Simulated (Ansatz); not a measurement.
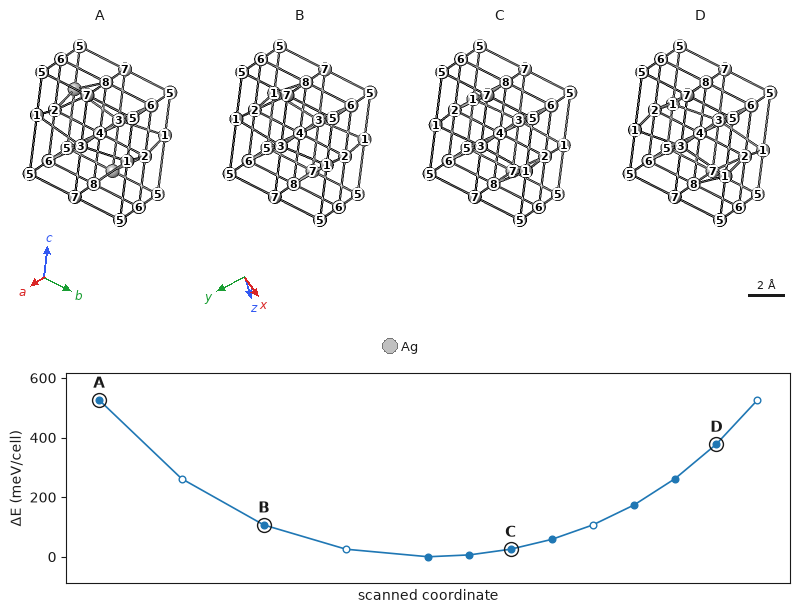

A scan of a crystal of Ag (Im-3m) along one coordinate. Hollow markers are points alike by symmetry, not computed again. The picture is a ball-and-stick view of the cell of the calculation, seen slightly off an axis.

The calculation used DFT r2SCAN, scalar-relativistic, plane waves, PAW (Ansatz 0.2.0). (plane-wave cutoff 500 eV; k-point mesh 10 × 10 × 10; occupations gaussian; smearing width 0.15 eV; no spin polarisation). Energies (free energies at the smearing named) are counted from the cell as listed in its source, which wasn't relaxed.

**What is being scanned?**

Ag1 (one in each cell of 8 atoms) is moved along Cartesian [1 1 1], all else fixed. In the frames the displacement is −0.45 Å (A), −0.225 Å (B), 0.1125 Å (C), 0.3938 Å (D). The lowest computed point lies at the displacement 0.00 Å (0 meV/cell). At the ends of the scan the energy is 526 meV/cell (−0.45 Å) and 526 meV/cell (0.45 Å). The curvature at zero is about 4 eV/Å². The well is symmetric. At the highest point the shortest interatomic distance is 2.42 Å, against 2.87 Å in the reference. The distortion takes the space group from Im-3m to R3m.
